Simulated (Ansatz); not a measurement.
**Run report: C, geometry relaxation (part 2 of 2)**

The same run, continued: C (slab, 4 atoms in the cell); DFT PBE+D3(BJ), scalar-relativistic, plane waves, PAW, PAW set soft_1, no spin polarisation (Ansatz 0.2.0); cutoff 420 eV, 15×15×1 k-mesh, Gaussian smearing of 0.1 eV. The structure derives from an entry of the Crystallography Open Database. The input holds or restrains some coordinates. Forces given for the steps count only the free coordinates.

Geometry of the input (Å; fractional positions):
```
2.4657  0.0000  0.0000
-1.2328  2.1353  0.0000
0.0000  0.0000  17.5001
C  0.6667  0.3333  0.2572
C  0.3333  0.6667  0.2571
C  0.6667  0.5000  0.4510
C  1.0000  0.1667  0.4511
```

The program's output, continued:
```
SCF iter   1: F=—  HF=-1004.219220 eV  |F-HF|=—  |Δ(HF+E_count)|=         —  Δρ=3.21e-4  dr2=8.03e-5  ethr=6.33e-6  p=0.000 e·Å  D=1.17e-5 V/Å  ΔV_dip=-0.00 eV  dr2_dipole=9.17e-8  V_vac-E_F(+/−)=4.27/4.27 eV  ⟨swp⟩=2.4  Hψ=4093  notcnv=0
efield: sawtooth ramp at fractional position 0.8341 (handed on by an earlier solve), width 0.0400; the density the first Hamiltonian is built on has a dipole p = 0.000 e·Å; the dipole correction subtracts the counter field D = 1.17e-5 V/Å, which shifts the + side's vacuum level by -0.00 eV against the − side's; the planar-averaged density in the ramp window peaks in size at 1.3e-7 e/Å³
preconditioner: auto → LDOS  [insulator: Δε(μ)=0.197 eV  Ē_g=14.939 eV  σ=0.100 eV  W_gap=0.84  n_scr=10 (ndim 8)  ℏωp=15.5 eV  f_vac=0.594  D(μ)=0.08/eV (n_scr^D=2)  ε∞_Penn≈2.1  β→1.0]
SCF iter   2: F=—  HF=-1004.219258 eV  |F-HF|=—  |Δ(HF+E_count)|=   3.84e-5  Δρ=2.18e-4  dr2=1.82e-4  ethr=5.02e-7  p=0.000 e·Å  D=3.05e-4 V/Å  ΔV_dip=-0.01 eV  dr2_dipole=8.83e-7  V_vac-E_F(+/−)=4.29/4.29 eV  ⟨swp⟩=2.4  Hψ=3302  notcnv=0
SCF iter   3: F=—  HF=-1004.219209 eV  |F-HF|=—  |Δ(HF+E_count)|=   4.94e-5  Δρ=3.33e-5  dr2=6.97e-6  ethr=5.02e-7  p=-0.000 e·Å  D=-7.98e-5 V/Å  ΔV_dip=0.00 eV  dr2_dipole=5.28e-8  V_vac-E_F(+/−)=4.27/4.27 eV  ⟨swp⟩=2.5  Hψ=2368  notcnv=0
SCF iter   4: F=—  HF=-1004.219206 eV  |F-HF|=—  |Δ(HF+E_count)|=   2.72e-6  Δρ=4.21e-6  dr2=6.29e-8  ethr=4.36e-8  p=-0.000 e·Å  D=-2.16e-5 V/Å  ΔV_dip=0.00 eV  dr2_dipole=1.41e-9  V_vac-E_F(+/−)=4.27/4.27 eV  ⟨swp⟩=2.5  Hψ=1884  notcnv=0
iter 5 did not close the SCF: its close was put off until two iterations running show no level that it waits for move by more than its bar (scf_convergence_deferred on its scf_iter line)
SCF iter   5: F=-1004.219206 eV  HF=-1004.219206 eV  |F-HF|=5.22e-9  |Δ(HF+E_count)|=   4.59e-9  Δρ=1.67e-6  dr2=5.66e-9  ethr=5.62e-11  p=0.000 e·Å  D=1.55e-5 V/Å  ΔV_dip=-0.00 eV  dr2_dipole=1.30e-9  V_vac-E_F(+/−)=4.27/4.27 eV  ⟨swp⟩=11.5  Hψ=10645  notcnv=0
iter 6 did not close the SCF: its close was put off until two iterations running show no level that it waits for move by more than its bar (scf_convergence_deferred on its scf_iter line)
SCF iter   6: F=-1004.219206 eV  HF=-1004.219206 eV  |F-HF|=7.31e-10  |Δ(HF+E_count)|=   1.03e-9  Δρ=4.02e-7  dr2=6.49e-10  ethr=3.54e-11  p=-0.000 e·Å  D=-3.55e-6 V/Å  ΔV_dip=0.00 eV  dr2_dipole=2.27e-10  V_vac-E_F(+/−)=4.27/4.27 eV  ⟨swp⟩=6.2  Hψ=8177  notcnv=0
SCF iter   7: F=-1004.219206 eV  HF=-1004.219206 eV  |F-HF|=1.03e-11  |Δ(HF+E_count)|=  2.98e-11  Δρ=1.11e-7  dr2=8.60e-12  ethr=4.06e-12  p=0.000 e·Å  D=3.22e-7 V/Å  ΔV_dip=-0.00 eV  dr2_dipole=4.77e-14  V_vac-E_F(+/−)=4.27/4.27 eV  ⟨swp⟩=5.9  Hψ=6949  notcnv=0
SCF 4 converged in 7 iterations: F = -1004.219206 eV  dr2 = 8.60e-12
relax step   4: F+E_penalty+E_count = -1004.21920586 eV  Δ(F+E_penalty+E_count) = -6.789e-6 eV  max|allowed force component| = 1.531e-3 eV/Å  Δτ_max = 0.0017 Å  (7 SCF iters, accepted)
SCF iter   1: F=—  HF=-1004.219811 eV  |F-HF|=—  |Δ(HF+E_count)|=         —  Δρ=1.54e-3  dr2=1.98e-3  ethr=8.14e-5  p=0.000 e·Å  D=3.26e-7 V/Å  ΔV_dip=-0.00 eV  dr2_dipole=5.93e-5  V_vac-E_F(+/−)=4.27/4.27 eV  ⟨swp⟩=2.0  Hψ=4507  notcnv=0
efield: sawtooth ramp at fractional position 0.8341 (handed on by an earlier solve), width 0.0400; the density the first Hamiltonian is built on has a dipole p = 0.000 e·Å; the dipole correction subtracts the counter field D = 3.26e-7 V/Å, which shifts the + side's vacuum level by -0.00 eV against the − side's; the planar-averaged density in the ramp window peaks in size at 2.1e-7 e/Å³
preconditioner: auto → LDOS  [insulator: Δε(μ)=0.201 eV  Ē_g=14.944 eV  σ=0.100 eV  W_gap=0.84  n_scr=10 (ndim 8)  ℏωp=15.5 eV  f_vac=0.595  D(μ)=0.07/eV (n_scr^D=2)  ε∞_Penn≈2.1  β→1.0]
SCF iter   2: F=—  HF=-1004.220473 eV  |F-HF|=—  |Δ(HF+E_count)|=   6.62e-4  Δρ=1.09e-3  dr2=4.46e-3  ethr=1.24e-5  p=0.004 e·Å  D=8.12e-3 V/Å  ΔV_dip=-0.14 eV  dr2_dipole=6.40e-4  V_vac-E_F(+/−)=4.14/4.29 eV  ⟨swp⟩=2.2  Hψ=3280  notcnv=0  recentre
SCF iter   3: F=—  HF=-1004.219247 eV  |F-HF|=—  |Δ(HF+E_count)|=   1.23e-3  Δρ=3.91e-4  dr2=1.81e-4  ethr=1.24e-5  p=-0.000 e·Å  D=-8.33e-4 V/Å  ΔV_dip=0.01 eV  dr2_dipole=2.18e-5  V_vac-E_F(+/−)=4.29/4.27 eV  ⟨swp⟩=2.6  Hψ=2464  notcnv=0
SCF iter   4: F=—  HF=-1004.219202 eV  |F-HF|=—  |Δ(HF+E_count)|=   4.43e-5  Δρ=5.12e-5  dr2=2.32e-6  ethr=1.13e-6  p=0.000 e·Å  D=6.71e-5 V/Å  ΔV_dip=-0.00 eV  dr2_dipole=2.77e-7  V_vac-E_F(+/−)=4.28/4.28 eV  ⟨swp⟩=2.0  Hψ=1835  notcnv=0
SCF iter   5: F=—  HF=-1004.219222 eV  |F-HF|=—  |Δ(HF+E_count)|=   1.92e-5  Δρ=1.44e-5  dr2=2.53e-7  ethr=1.45e-8  p=-0.000 e·Å  D=-1.01e-4 V/Å  ΔV_dip=0.00 eV  dr2_dipole=6.27e-8  V_vac-E_F(+/−)=4.28/4.27 eV  ⟨swp⟩=2.2  Hψ=2162  notcnv=0
SCF iter   6: F=—  HF=-1004.219222 eV  |F-HF|=—  |Δ(HF+E_count)|=   7.79e-9  Δρ=5.13e-6  dr2=2.96e-8  ethr=1.58e-9  p=0.000 e·Å  D=1.41e-5 V/Å  ΔV_dip=-0.00 eV  dr2_dipole=3.19e-9  V_vac-E_F(+/−)=4.27/4.28 eV  ⟨swp⟩=2.3  Hψ=2050  notcnv=0
iter 7 did not close the SCF: its close was put off until two iterations running show no level that it waits for move by more than its bar (scf_convergence_deferred on its scf_iter line)
SCF iter   7: F=-1004.219222 eV  HF=-1004.219222 eV  |F-HF|=5.72e-10  |Δ(HF+E_count)|=   2.76e-9  Δρ=1.58e-6  dr2=2.09e-9  ethr=5.62e-11  p=0.000 e·Å  D=3.37e-6 V/Å  ΔV_dip=-0.00 eV  dr2_dipole=2.18e-10  V_vac-E_F(+/−)=4.27/4.27 eV  ⟨swp⟩=10.5  Hψ=9835  notcnv=0
iter 8 did not close the SCF: its close was put off until two iterations running show no level that it waits for move by more than its bar (scf_convergence_deferred on its scf_iter line)
SCF iter   8: F=-1004.219222 eV  HF=-1004.219222 eV  |F-HF|=2.89e-11  |Δ(HF+E_count)|=  5.34e-10  Δρ=2.54e-7  dr2=7.64e-11  ethr=1.31e-11  p=0.000 e·Å  D=8.09e-7 V/Å  ΔV_dip=-0.00 eV  dr2_dipole=8.83e-12  V_vac-E_F(+/−)=4.27/4.27 eV  ⟨swp⟩=6.0  Hψ=7911  notcnv=0
SCF iter   9: F=-1004.219222 eV  HF=-1004.219222 eV  |F-HF|=5.00e-12  |Δ(HF+E_count)|=  2.05e-11  Δρ=4.53e-8  dr2=1.27e-12  ethr=1.00e-12  p=0.000 e·Å  D=1.04e-7 V/Å  ΔV_dip=-0.00 eV  dr2_dipole=5.59e-15  V_vac-E_F(+/−)=4.27/4.27 eV  ⟨swp⟩=4.9  Hψ=6912  notcnv=0
SCF 5 converged in 9 iterations: F = -1004.219222 eV  dr2 = 1.27e-12
relax step   5: F+E_penalty+E_count = -1004.21922153 eV  Δ(F+E_penalty+E_count) = -1.567e-5 eV  max|allowed force component| = 6.372e-4 eV/Å  Δτ_max = 0.0103 Å  (9 SCF iters, accepted)
```

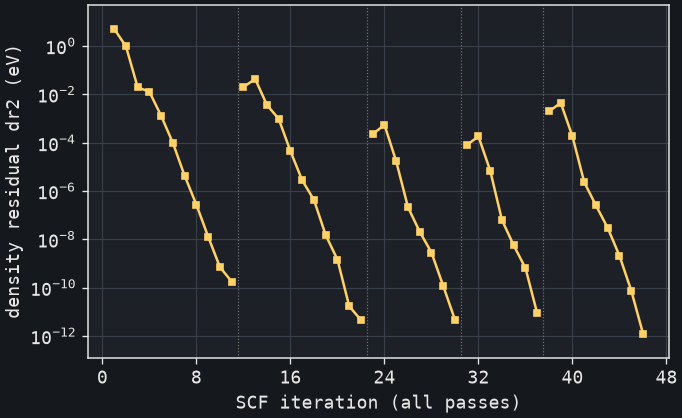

Fig. 1: Convergence of the self-consistent field: density residual dr2 against the SCF iteration. The dotted lines part the SCF passes of the relaxation: geometry steps, rejected trials and re-solves on a re-selected basis. The 5 passes take 7 to 11 iterations each, 46 in all.

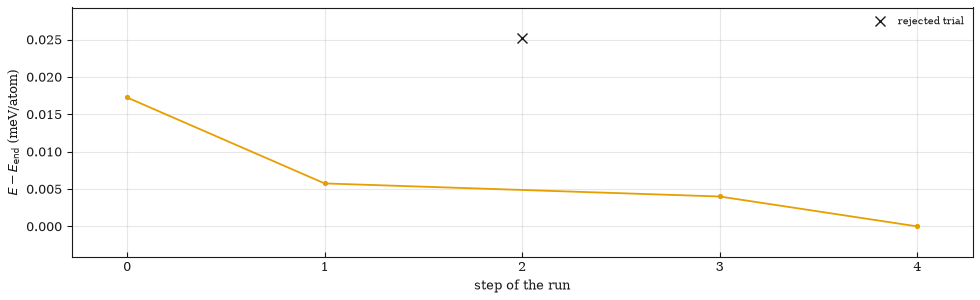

Fig. 2: Progress of the restrained relaxation, step by step (the first geometry is step 0 here and step 1 in the log).

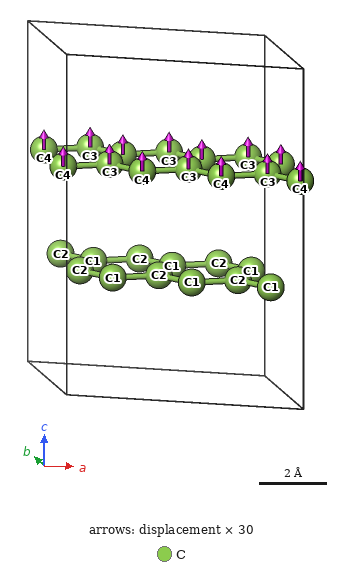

Fig. 3: The starting structure with the displacements as pink arrows, magnified 30 times (ball-and-stick view of the 3 × 2 repeat of the cell, with the vacuum cut short, seen slightly off an axis). The largest moves, 0.021 Å, are those of C3 and C4. The cell doesn't change. Over 4 geometry steps the energy falls by next to nothing (0.0 meV per atom). The largest force component goes from 0.0075 to 0.00064 eV/Å. The line search rejected the trial step at point 2 (counted from 0) and went back. (Atoms are counted from 1 in the order of the input.)

```
WARN: The output density's exchange-correlation potential varies sharply where the density is thin. Do not read a vacuum level from v_tot or v_xc, or from such a field of the output density. On a cell that repeats whose density bears no net charge and no dipole along the vacuum's axis use v_es (v_loc + v_h of the components); under efield.dipole_correction with no amplitude use v_es + v_field, which holds any external_charges[].barrier, or the levels of the report's work_function block, which leave it out; under a non-zero efield.amplitude the vacuum is tilted and has no level; on a cell that repeats and bears such a dipole with no correction it is tilted too, and efield.dipole_correction with no amplitude gives each side of its ramp a level where efield: is served; in a cell that repeats whose density bears a net charge (total_charge, or a fill off its count) it is curved and has none; of a slab under crystal.periodic whose density bears no net charge use v_es, which has a level on each side, short of where the two are joined; of another it falls or rises all the way out and has none; of a slab beside external_charges read slab_vacuum_level instead, which it has where they leave it neutral. The grid or the basis barely resolves most such structure, and the values can differ between equally converged runs; as a rule a tighter scf.convergence.dr2_threshold does not remove it. Where the density itself ripples (under the LDA too) a higher basis.ecutwfc lessens it. The files hold the spikes' plane waves up to the density's cutoff. Files: v_tot_of_output_density and the like, and their columns of v_z.tsv (output.write_potential); v_xc_of_output_density and the like, and their columns of v_comp_z.tsv (output.write_potential_components). Measured: with its Gaussian average of σ = 0.25 Å subtracted twice, the exchange-correlation potential is over 0.1 eV at 10 of the grid points where the equally averaged density (valence and model cores) is under 1e-3 e/Å³, and 0.157 eV at the most among them, at an averaged density of 2.5e-7 e/Å³. The input density's (outcome.potential() and, of a run that writes arrays, v_tot and v_xc) is over 0.1 eV, so measured, at 9 points of its own thin density, 0.161 eV at the most. See output.write_potential in the manual, Limitations
SCF converged after 9 iterations
Free energy (F): -1004.219222 eV
Harris-Foulkes:  -1004.219222 eV  (|F-HF|=5.00e-12)
Internal energy: -1004.218855 eV  (E = F + TS)
E sigma→0 (E₀):  -1004.219038 eV
Entropy (-TS):   -0.000367 eV (-0.092 meV/atom)
Fermi energy:    0.053685 eV
Dipole field:    D = 0.000000 V/Å  (p = 0.000000 e·Å, saw-weighted, corrected)
Work function:   Φ+ = 4.2748 eV   Φ− = 4.2749 eV
Levels:          The Fermi level and band energies are counted from a zero that moves with the ramp; work functions are not
--- Per-component energies (eV) ---
  E_band       = -145.343893
  E_kinetic    = 353.977838
  E_local      = -6031.252393  (includes V_loc(G=0)·N_el)
  E_nonlocal   = 93.741672
  E_hartree    = 2850.399603
  E_xc         = -187.794427
  E_vxc        = -231.251052  (∫ρ·V_xc dr)
  E_paw        = -400.389097  (= ΣΔE_a)
  E_vpaw       = -31.359232  (= ΣTr[D̂ρ^β])
  E_aug_tail   = 0.000065  (compensation charges beyond the density's cutoff)
  E_efield     = 0.000000  (sawtooth field / dipole correction)
  E_vefield    = -0.000000  (∫n·V_field dr)
  E_ewald      = 2317.571730
  E_disp       = -0.473846  (pairwise vdW)
  E_smearing   = -0.000367  (= −TS)
  E_closure    = 0.000000  (closes the sum)
  Σ components = -1004.219222   (vs F -1004.219222, Δ=0.00e0)
--- Forces (eV/Å), atoms counted from 1 ---
  atom   1  C     -0.00353106     0.00327383    -0.00063719
  atom   2  C     -0.00361751     0.00103706     0.00065985
  atom   3  C      0.00353048    -0.00327315     0.00012964
  atom   4  C      0.00361809    -0.00103775    -0.00015175
  max |Σ_I F_I| component: 5.39e-7 eV/Å
--- Band table (eV; the first three rows and the last of 113) ---
  k-point 0: bands = ["-19.5281", "-19.3966", "-7.9969", "-7.1053", "-2.9785", "-2.9737", "-2.9722", "-2.9667", "3.4512", "3.9071", "4.8137", "6.5759"]
  k-point 1: bands = ["-19.4228", "-19.2921", "-7.8696", "-6.9816", "-3.4026", "-3.3936", "-3.2015", "-3.1889", "3.5928", "4.0498", "4.9568", "6.7175"]
  k-point 2: bands = ["-19.1074", "-18.9793", "-7.4897", "-6.6127", "-4.5369", "-4.5169", "-3.7669", "-3.7521", "4.0174", "4.4774", "5.3859", "7.1411"]
  k-point 112: bands = ["-15.1541", "-15.0601", "-12.0435", "-11.9715", "-6.6123", "-6.5920", "-3.0795", "-2.5122", "2.2386", "2.7048", "7.9127", "8.0024"]
--- Relaxed structure (5 steps of the walk, 4 accepted, 0 SCFs on fresh bases) ---
  F+E_penalty+E_count = -1004.21922153 eV   max|allowed force component| = 6.372e-4 eV/Å
  atoms:
    - { symbol: C, position: [0.6666666667, 0.33333333330000003, 0.25716198696194226] }
    - { symbol: C, position: [0.33333333330000003, 0.6666666667, 0.25714188160000007] }
    - { symbol: C, position: [0.6666666667, 0.5, 0.4522372771589655] }
    - { symbol: C, position: [1.0, 0.1666666667, 0.4522556514214663] }
```

Trajectory as extended XYZ (Å, eV, eV/Å), 5 frames, from step=1 to step=5:
```
4
Lattice="2.4657 0.0000 0.0000 -1.2328 2.1353 0.0000 0.0000 0.0000 17.5001" Properties=species:S:1:pos:R:3:forces:R:3 step=1 energy=-1004.21915
C     1.2328    0.7118    4.5005   -0.0038   0.0035  -0.0053
C     0.0000    1.4235    4.5000   -0.0039   0.0012  -0.0012
C     1.0274    1.0677    7.8931    0.0038  -0.0035   0.0075
C     2.2602    0.3559    7.8937    0.0039  -0.0012  -0.0009
4
Lattice="2.4657 0.0000 0.0000 -1.2328 2.1353 0.0000 0.0000 0.0000 17.5001" Properties=species:S:1:pos:R:3:forces:R:3 step=2 energy=-1004.21920
C     1.2328    0.7118    4.5000   -0.0034   0.0031   0.0063
C     0.0000    1.4235    4.5000   -0.0035   0.0010  -0.0027
C     1.0274    1.0677    7.9262    0.0034  -0.0031  -0.0026
C     2.2602    0.3559    7.9264    0.0034  -0.0010  -0.0009
4
Lattice="2.4657 0.0000 0.0000 -1.2328 2.1353 0.0000 0.0000 0.0000 17.5001" Properties=species:S:1:pos:R:3:forces:R:3 step=3 energy=-1004.21912 accepted=F
C     1.2328    0.7118    4.5036   -0.0035   0.0032  -0.0535
C     0.0000    1.4235    4.5000   -0.0035   0.0010   0.0558
C     1.0274    1.0677    7.9230    0.0034  -0.0032   0.0078
C     2.2602    0.3559    7.9239    0.0036  -0.0011  -0.0101
4
Lattice="2.4657 0.0000 0.0000 -1.2328 2.1353 0.0000 0.0000 0.0000 17.5001" Properties=species:S:1:pos:R:3:forces:R:3 step=4 energy=-1004.21921
C     1.2328    0.7118    4.5004   -0.0034   0.0032   0.0003
C     0.0000    1.4235    4.5000   -0.0035   0.0010   0.0028
C     1.0274    1.0677    7.9244    0.0034  -0.0032  -0.0015
C     2.2602    0.3559    7.9247    0.0035  -0.0010  -0.0015
4
Lattice="2.4657 0.0000 0.0000 -1.2328 2.1353 0.0000 0.0000 0.0000 17.5001" Properties=species:S:1:pos:R:3:forces:R:3 step=5 energy=-1004.21922
C     1.2328    0.7118    4.5004   -0.0035   0.0033  -0.0006
C     0.0000    1.4235    4.5000   -0.0036   0.0010   0.0007
C     1.0274    1.0677    7.9142    0.0035  -0.0033   0.0001
C     2.2602    0.3559    7.9145    0.0036  -0.0010  -0.0002
```

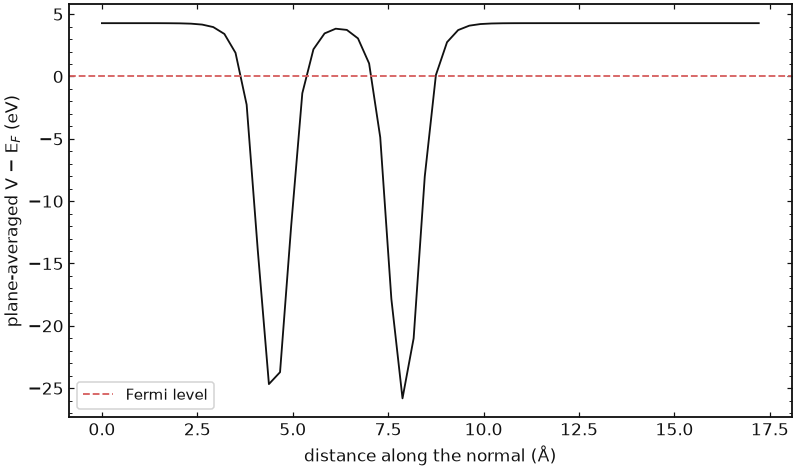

Fig. 4: Plane average of the electrostatic potential energy of an electron across the cell, from the Fermi level. The vacuum level lies 4.27 eV above the Fermi level.

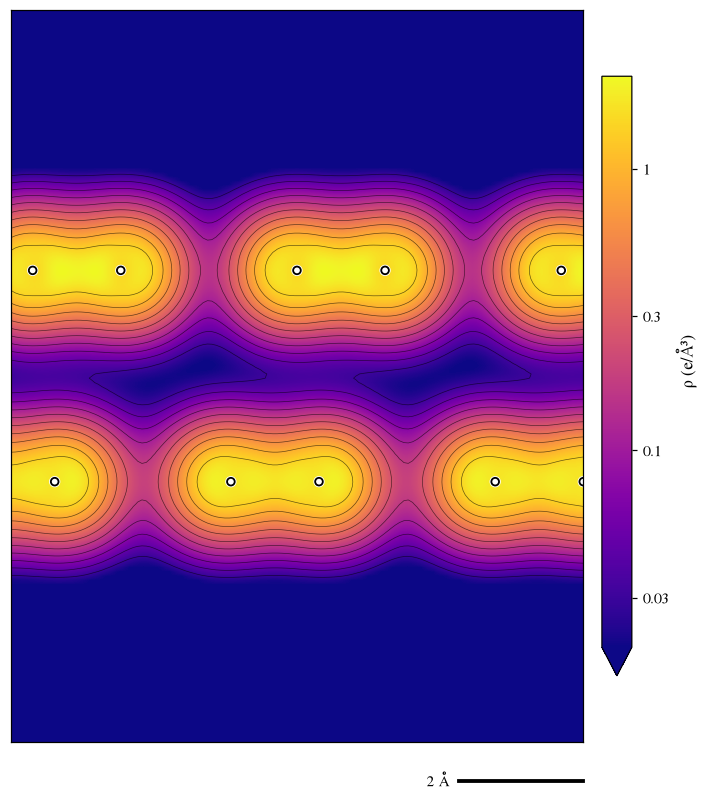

Fig. 5: Valence charge density (pseudo) on the (110) plane of the calculation cell, a cut from vacuum to vacuum. Circles mark the nuclei in the plane (C). C–C (1.42 Å): ρ is about 2 e/Å³ halfway, a local maximum along the line. The density dies away to nearly zero in the vacuum. In a PAW calculation such maps are meaningful between the atoms, not at the nuclei.

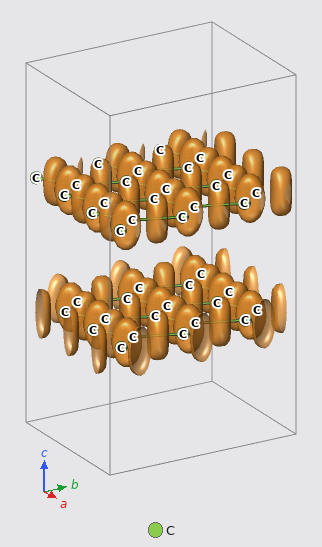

Fig. 6: Isosurface of the electron localisation function at 0.8 (orange), seen slightly off an axis. Only the valence region is drawn (cores and ρ < 0.01 e/Å³ removed). Sticks mark near contacts. Values along the shortest contacts: C–C (1.42 Å): the ELF peaks at about 0.95 between the atoms, as expected for localised, shared-pair bonding.

Results in brief:

```tsv
quantity	value
outcome	converged under the restraints of the input
electrons treated	16
free energy	−1004.2192 eV
work function, top face	4.27 eV
work function, bottom face	4.27 eV
Fermi energy	0.054 eV
gap on the k-point mesh	0.20 eV
final volume	92.14 Å³
work function (upper face)	4.27 eV
largest force (length of the vector) at the end, held atoms and coordinates included	0.005 eV/Å
wall time	65 s
peak memory	0.48 GiB
```

Remarks:

The program warns: the exchange-correlation potential is rough where the density is thin.
